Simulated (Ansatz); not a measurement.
**AlO6: density, localisation and related maps**

Input

```
crystal:
  lattice:
    - [2.9378317677, 0.0, 0.0]
    - [-1.4689158839, 2.5442369429, 0.0]
    - [0.0, 0.0, 12.3647246425]
  atoms:
    - { symbol: Al, position: [0.0, 0.0, 0.0] }
    - { symbol: O, position: [0.3333333333, 0.6666666667, 0.6174646274], spin: 0.59 }
    - { symbol: O, position: [0.3333333333, 0.6666666667, 0.7145661009], spin: 0.61 }
    - { symbol: O, position: [0.6666666667, 0.3333333333, 0.3825353726], spin: 0.59 }
    - { symbol: O, position: [0.6666666667, 0.3333333333, 0.2854338991], spin: 0.61 }
    - { symbol: O, position: [0.6666666667, 0.3333333333, 0.9287672199], spin: 0.45 }
    - { symbol: O, position: [0.3333333333, 0.6666666667, 0.0712327801], spin: 0.45 }
basis:
  ecutwfc: 420
kpoints:
  mp_grid: { grid: [12, 12, 4] }
hamiltonian:
  xc: pbe
scf:
  occupations: { method: gaussian, width: 0.1 }
output:
  forces: true
  stress: true
  eigenvalues: true
  populations: true
  write_density: true
  write_potential: true
  elf: true
  volumetric_format: npy
magnetization:
  spin_polarized: true
relax:
  adjacent_minimum: "off"
  f_tol: 0.01
  max_steps: 30
  cell: { stress_tol: 0.1, fix: [volume] }
```

Launched as:

```sh
ansatz run input.yaml --threads 1 --pin off --max-ram 2560MiB --backend cpu --events-out ev --progress --plain --runs-dir out
```

Below, planes, directions and counts refer to the conventional cell (a = 2.96 Å, b = 2.96 Å, c = 12.22 Å, α = 90.00°, β = 90.00°, γ = 120.00°).

The fields are those of the run's last geometry, not of the input's.

Space group P-3m1; a generated structure, not necessarily the stable one; changed on purpose from its base cell (volume × 0.88, shape and atoms relaxed); spin-polarised.

Computed with DFT PBE, scalar-relativistic, plane waves, PAW in Ansatz.

In a PAW calculation such maps are meaningful between the atoms, not at the nuclei.

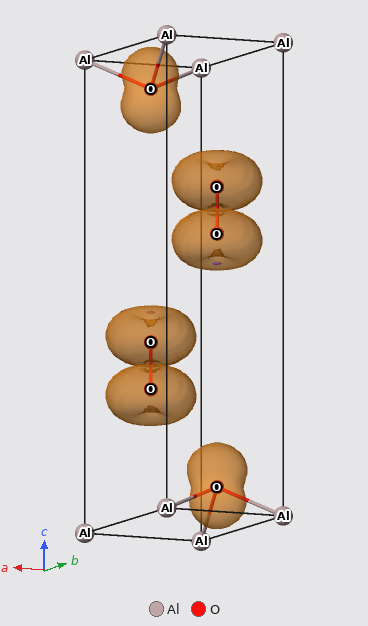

Figure 1. Isosurfaces of the magnetisation density (up minus down) at +0.03 (orange) and −0.03 e/Å³ (purple), seen at an oblique angle. Sticks mark near contacts.

Describe the spin distribution.

The spin density sits on O: +0.5 μB (×4) and +0.4 μB (×2) in one cell of 7 atoms: parallel main moments (a ferromagnetic arrangement) in this solution. The cell of the calculation (7 atoms) carries 4.8 μB of net spin moment.

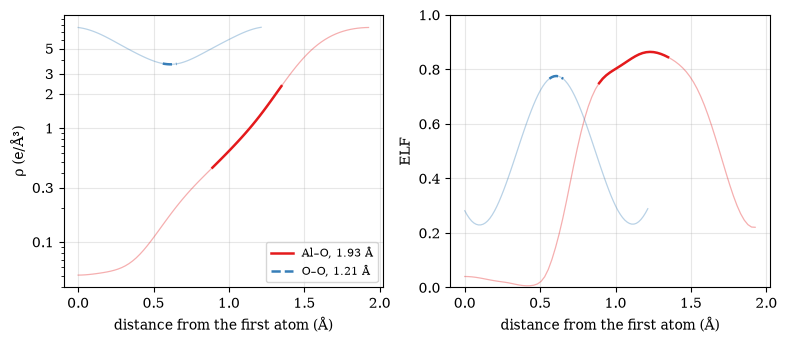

Figure 2. Valence pseudo-density and electron localisation function along straight lines between neighbouring atoms. Thin, pale parts lie inside the atomic spheres.

Compare the contacts.

Al–O (1.93 Å): ρ is about 0.56 e/Å³ halfway; the ELF peaks at about 0.85 in the valence shell of O, 0.7 Å from its nucleus, and is about 0.80 at the midpoint.
O–O (1.21 Å): the density is about 3.6 e/Å³ at the midpoint; the ELF peaks at about 0.80 between the atoms.

Does the calculation give a band gap?

It is gapless in this calculation (a metal or semimetal).
